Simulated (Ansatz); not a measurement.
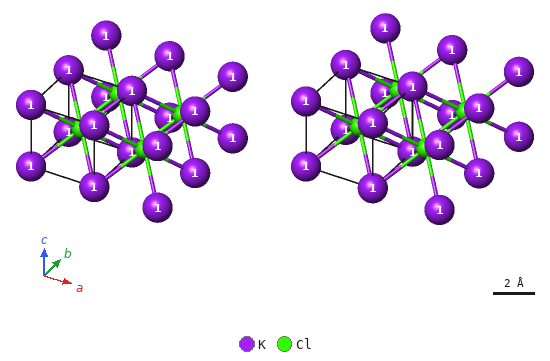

Two geometries of a crystal of KCl (built on the measured structure type), drawn at one scale. One is the start of a relaxation, the other its converged end. Style: ball-and-stick. Shown: the cell of the calculation, repeated 2 × 2 × 1 with one cell outlined, from a free direction.

Computed with Ansatz, DFT, PBE, plane waves, PAW. Set-up: plane-wave cutoff 420 eV; k-point mesh 6 × 6 × 6; occupations fermi dirac; smearing width 0.02 eV; no spin polarisation; cell and atoms relaxed; force threshold 0.005 eV/Å.

**Which one is relaxed?**

The right one is the relaxed one. The atoms keep their places relative to the cell (all moves are under 0.005 Å). The volume changes by +17.5 %, with a = b = c 3.634 → 3.835 Å (+5.5 %). Some distances before and after: Cl–K 3.147 → 3.321 Å. The space group stays Pm-3m (No. 221). The energy falls by 50.2 meV per atom in 3 accepted moves (4 points after the start). All forces vanish by symmetry, so only the cell relaxes. The pressure goes from 4.46 to 0.01 GPa. The SCF was repeated once at an unchanged geometry on a basis and grid sized afresh for the cell, which shifted the energy by 0.1 meV per atom at most. The run took of the order of 4 core-seconds on a shared host.
